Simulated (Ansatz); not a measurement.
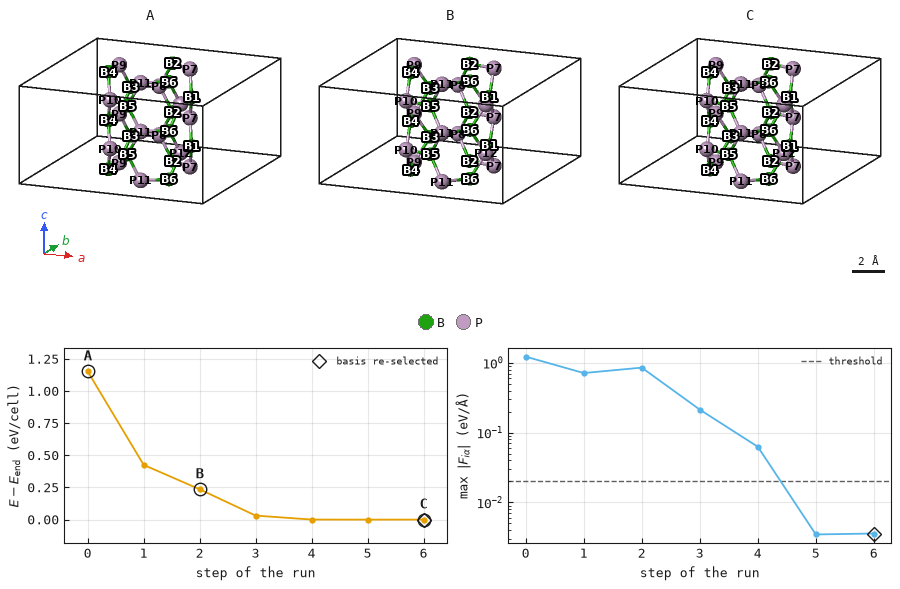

Frames of a relaxation of a wire of composition BP, marked on the history of the run. The picture is a ball-and-stick view of the 2 repeat of the cell, with the vacuum cut short, seen slightly off an axis.

Case: (3,3) tube.

Theory: DFT PBE, scalar-relativistic, plane waves, PAW (Ansatz). (plane-wave cutoff 420 eV; k-point mesh 1 × 1 × 14; occupations gaussian; smearing width 0.05 eV; no spin polarisation; cell relaxed at fixed a, b, alpha, beta, gamma; force threshold 0.02 eV/Å; at most 45 steps)

**Describe the path.**

The energy falls by 1.153 eV per cell of the calculation in 5 accepted moves (6 points after the start). Largest force component: 1.2 eV/Å at the start, 0.0036 eV/Å at the end. At 1 point the geometry stayed and the basis and grid were re-selected for the new cell (energy shift of 0.3 meV per cell of the calculation at most each time). The largest moves relative to the layer's centre, 0.24 Å, are those of P7, P9, P10 and P12. Largest moves by element: P 0.24 Å, B 0.13 Å. Along the periodic axis the drawn cell goes c 6.428 → 6.409 Å (−0.3 %). Some distances before and after: B1–P12 1.818 → 1.876 Å, B1–P7 1.853 → 1.897 Å. Bond angles that change, for instance: B1–P12–B6 115.6° → 105.6°, P7–B1–P12 115.6° → 122.4°, P7–B1–P7 120.3° → 115.3°. From step 0 to 2: P atoms move most (0.34 Å), energy −0.917 eV per cell of the calculation. From step 2 to 6: P atoms move most (0.11 Å), energy −0.235 eV per cell of the calculation.

```csv
step,"E − E(0), meV/atom","largest force component, eV/Å",note
0,0.00,1.2253,
1,-60.59,0.7133,
2,-76.44,0.8527,
3,-93.48,0.2137,
4,-96.05,0.0628,
5,-96.09,0.0035,
6,-96.06,0.0036,"same geometry, new basis"
```
